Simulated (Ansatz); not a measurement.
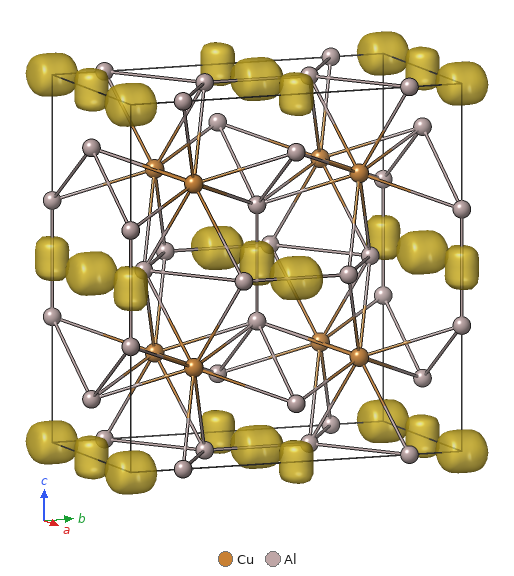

Al$_{2}$Cu. Isosurface of the ELF at 0.75 (yellow), seen slightly off an axis. Only the valence region is drawn (cores and ρ < 0.01 e/Å³ removed). Sticks mark near contacts.

Space group Fmmm; computed pressure about −3 GPa in this cell.

Computed with Ansatz, Kohn-Sham DFT of a periodic cell, PBEsol, Ansatz PAW.

In a PAW calculation such maps are meaningful between the atoms, not at the nuclei.

What do the ELF domains correspond to?

The surface consists of eight regions between bonded Al–Al atoms, counted in one cell of 24 atoms. Any copies at cell faces, edges or corners count once. Profiles from the grid: Cu–Cu (2.44 Å): the ELF is about 0.25 at the midpoint: no localised pair shows between them. Al–Cu (2.56 Å): the ELF is about 0.45 at the midpoint.
